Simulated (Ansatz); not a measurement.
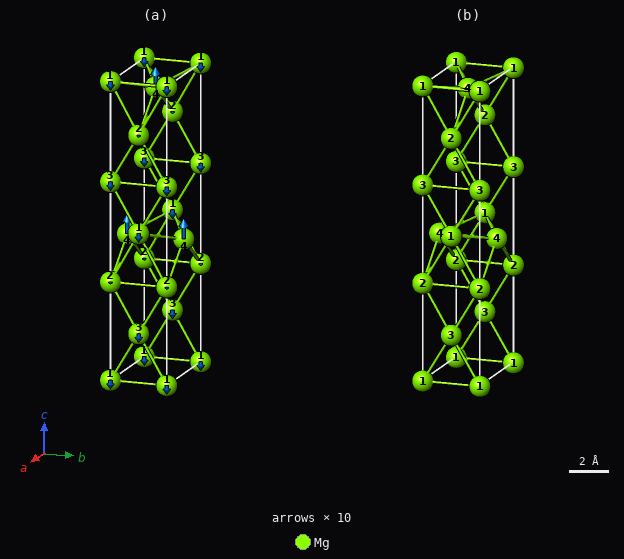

The structure of solid Mg (set up in Amm2) before (left) and after (right) a relaxation, at one scale. The blue arrows give the displacements (the part carried along by the change of the cell is left out), 10 times their true length.

The picture is a ball-and-stick view of the conventional cell (2 times the calculation's cell), seen slightly off an axis. Lengths and directions refer to the drawn axes.

Case: 2 of 2 Li taken out, relaxed.

Method: Ansatz 0.2.0, DFT PBE, scalar-relativistic, plane waves, PAW.

Input file:
```yaml
crystal:
  lattice:
    - [5.085703962, 0.0, 0.0]
    - [0.0, 1.5463690587, 7.9680239319]
    - [0.0, -1.5463690587, 7.9680239319]
  atoms:
    - { symbol: Mg, position: [0.0, 0.9999742056, 0.9999742056] }
    - { symbol: Mg, position: [0.0, 0.6710137527, 0.6710137527] }
    - { symbol: Mg, position: [0.0, 0.3356496674, 0.3356496674] }
    - { symbol: Mg, position: [0.5, 0.5490622832, 0.5490622832] }
basis:
  ecutwfc: 420
kpoints:
  mp_grid: { grid: [8, 12, 12] }
hamiltonian:
  xc: pbe
scf:
  occupations: { method: gaussian, width: 0.1 }
output:
  forces: true
  stress: true
  eigenvalues: true
relax:
  adjacent_minimum: "off"
  f_tol: 0.025
  max_steps: 70
  cell: { stress_tol: 0.12 }
```

Launched with:
```bash
ansatz run input.yaml --threads 2 --pin off --max-ram 5120MiB --backend cpu --events-out ev --progress --plain --runs-dir out
```

### Summarise the run.

Mg4 moves most relative to the cell: 0.11 Å along +c. The volume changes by −0.5 %, with a 5.086 → 5.049 Å (−0.7 %), b 3.093 → 3.139 Å (+1.5 %), c 15.936 → 15.740 Å (−1.2 %). Among the contacts that change: Mg2–Mg4 3.200 → 3.251 Å, Mg1–Mg2 3.134 → 3.085 Å, Mg1–Mg1 3.093 → 3.139 Å, Mg1–Mg4 3.077 → 3.034 Å. The space group stays Amm2 (No. 38). Over 4 accepted moves (5 points after the start) the energy falls by 2.2 meV per atom. Largest force component: 0.082 eV/Å at the start, 0.013 eV/Å at the end. Pressure: −0.04 GPa at the start and −0.01 GPa at the end. At 1 point the geometry stayed and the basis and grid were re-selected for the new cell (energy shift of less than 0.05 meV per atom at most each time). Cost: 2.4 min on 2 threads of Arm Neoverse V2, with other jobs on the host, peak memory 0.73 GiB.
